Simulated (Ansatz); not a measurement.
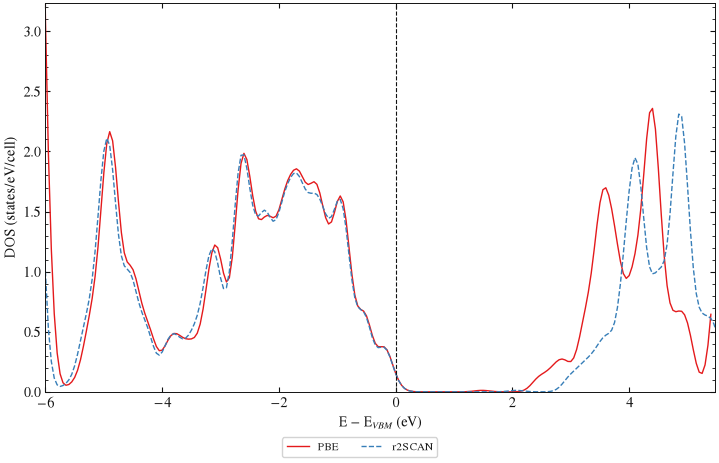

Total densities of states of ZnSe, space group F-43m (No. 216), 2 atoms in the cell, zincblende type, hydrostatic strain −1.5%, by two methods on the same cell. The curves are built from the levels of the k mesh with Gaussians 0.3 eV wide, which also blur the band edges. Each is counted from its own valence-band top.

> How do the methods compare?

PBE gives a gap of 1.48 eV and r2SCAN gives a gap of 2.07 eV.

Settings. PBE: DFT, PBE, plane waves, PAW, no spin polarisation, 8×8×8 k mesh, 420 eV cutoff (Ansatz). r2SCAN: DFT, r2SCAN, plane waves, PAW, no spin polarisation, 8×8×8 k mesh, 500 eV cutoff (Ansatz 0.2.0).
